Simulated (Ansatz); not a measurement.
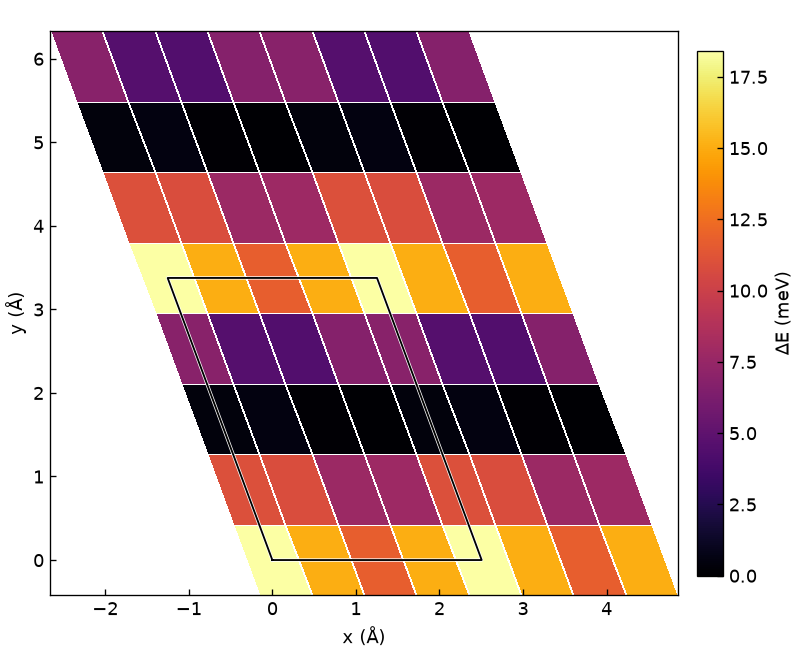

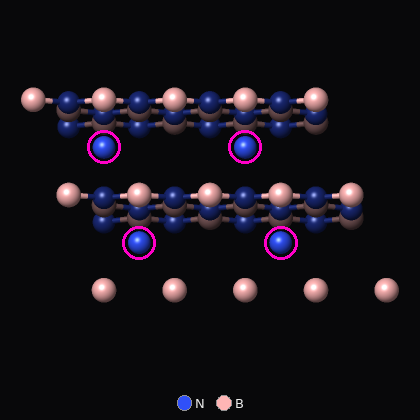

Energy landscape of N₂ on a BN(101) slab cut from the R3m phase, its upper half relaxed before the scan (12 atoms of substrate and one adsorbate in a 2 × 1 cell). N2 is moved over the surface cell at a fixed height above a rigid substrate; the origin of the map has the adsorbate above B11; the height is held at 3.40 Å. Places are given modulo a cell vector. The map is drawn in real space over the plane of the surface. The scan uses a 4 × 4 grid. Places are given in fractions of the 1 × 1 surface cell. Energies are in meV, from the lowest grid point. At a fixed height the lowest place need not be the adsorption site. All numbers below come from Ansatz, DFT PBE+D3(BJ), scalar-relativistic, plane waves, PAW. Settings: cutoff 420 eV, k-mesh 6×8×1, gaussian smearing 0.05 eV, no spin polarisation.

Drawn: one coloured cell a grid point, the outline of one cell of the 2 × 2 shown. The second picture is the structure at the lowest point; rings mark the moved atoms.

### What does the map say about the system?

The lowest grid point is at (3/4, 2/4) of the cell vectors. The highest grid point, the top site over a surface B atom, (0/4, 0/4) of the cell vectors, lies 18.4 meV above the lowest.

Each point was launched as `ansatz run input.yaml --threads 1 --pin off --max-ram 3072MiB --backend cpu --events-out ev --progress --plain --runs-dir out`. Time for the 16 points that were run: 46 min on 1 thread of Arm Neoverse N1, with other jobs on the host.

PAW datasets: the set soft_1.
